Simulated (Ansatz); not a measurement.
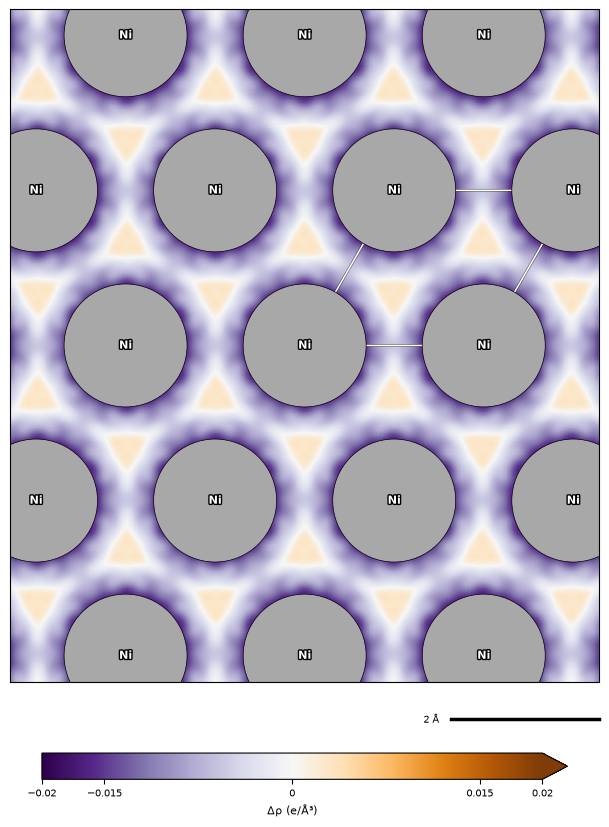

Ni. Difference of the valence pseudo-densities of two functionals at the same geometry, on the (111) plane of the calculation cell: r2SCAN less LDA.

Both computed with Ansatz (plane waves, PAW), on the same k-point mesh. Grey discs cover the atomic cores.

```cif
data_structure
_symmetry_space_group_name_H-M 'P 1'
_symmetry_Int_Tables_number 1
_cell_length_a 2.4071
_cell_length_b 2.4071
_cell_length_c 2.4071
_cell_angle_alpha 60.000
_cell_angle_beta 60.000
_cell_angle_gamma 60.000
_cell_volume 9.86
loop_
_atom_site_label
_atom_site_type_symbol
_atom_site_fract_x
_atom_site_fract_y
_atom_site_fract_z
_atom_site_occupancy
Ni1 Ni 0.00000 0.00000 0.00000 1
```

### What does the difference map show?

Against LDA, r2SCAN gives less density around Ni (−0.008 e/Å³ on average at 1.0 Å from the nucleus) and a change of −0.006 e/Å³ at the midpoint of Ni–Ni.
